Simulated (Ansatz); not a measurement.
# AgBr: what the fields show

```
Ag Br
1.0
     2.86381   -2.86381    0.00000
     2.86381    2.86381    0.00000
     0.00000    0.00000    5.84630
Ag Br
2 2
Direct
  0.00000 0.00000 0.00000
  0.50000 0.50000 0.50000
  0.50000 0.50000 0.00000
  0.00000 0.00000 0.50000
```

Space group I4/mmm; started from the rocksalt prototype, which need not be the ambient phase; changed on purpose from its base cell (epitaxial xy strain -1.0%).

Level of theory: DFT, r2SCAN, plane waves, PAW (Ansatz 0.2.0).

In a PAW calculation such maps are meaningful between the atoms, not at the nuclei.

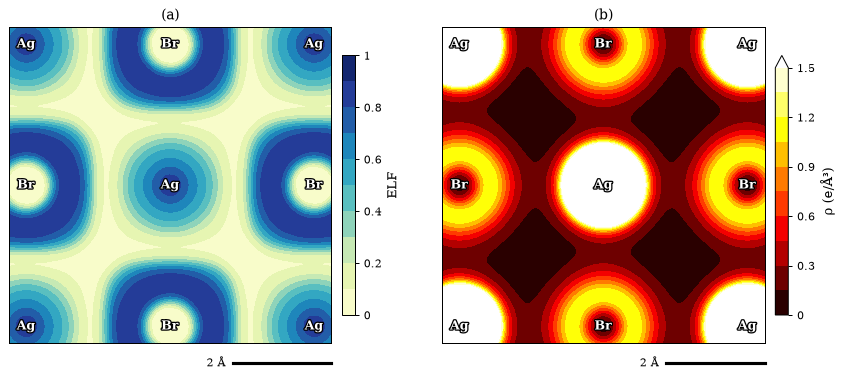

Figure 1. (a) electron localisation function; (b) valence pseudo-density on the (11̄0) plane of the conventional cell.

What do the fields say about this system?

The plane passes through Ag and Br nuclei. Ag–Br (2.86 Å): the density is about 0.23 e/Å³ at the midpoint; the ELF is about 0.20 at the midpoint. Ag–Br (2.92 Å): ρ is about 0.2 e/Å³ halfway; the ELF is about 0.15 at the midpoint. Between the atoms the lowest density in this plane is 0.05 e/Å³. The features right at Ag lie inside the PAW spheres, where the map follows smoothed inner orbitals and isn't to be read closely.

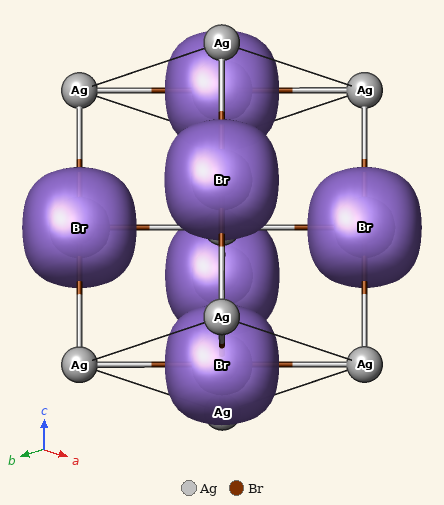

Figure 2. Isosurface of the electron localisation function at 0.7 (purple), seen at an oblique angle. Only the valence region is drawn (cores and ρ < 0.01 e/Å³ removed). Sticks mark near contacts.

Where are the electrons localised?

The ELF exceeds this value in two regions wrapped around Br (the valence shell of each), counted in one cell of 4 atoms. Any copies at cell faces, edges or corners count once.

Metal or insulator at this level of theory?

It is gapped, with a Kohn–Sham gap of 1.2 eV on the k-point mesh, an upper bound to the gap of this method.
